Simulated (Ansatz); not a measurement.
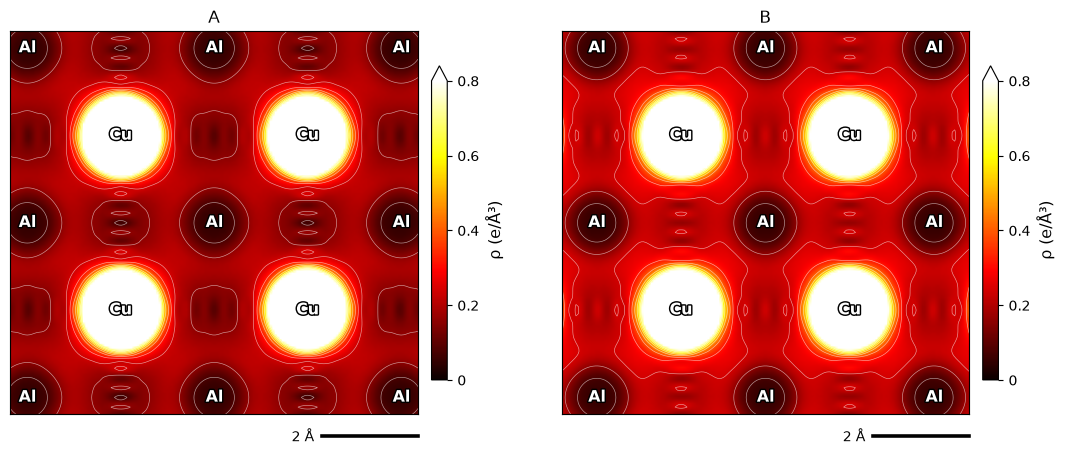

AlCu3. The valence electron density of two cells that differ in size and shape, on the (100) plane of each (indices in the axes of the calculation cell), at one length scale and on one colour scale: A has 13.7 Å³ an atom and B 11.1.

Space group Cmmm; a point of a scan over the structure, not its minimum; a structure from a database of computed crystals, not necessarily the ambient phase; computed without spin polarisation; PAW files of the earlier set (soft_1).

These are results of DFT PBEsol, scalar-relativistic, plane waves, PAW (Ansatz), not measurements.

> What changes from the larger cell to the smaller?

From the larger cell to the smaller, Al–Cu goes from 2.66 to 2.52 Å, and the density at its midpoint from 0.23 to 0.29 e/Å³; the pressure goes from −15 to 14 GPa.
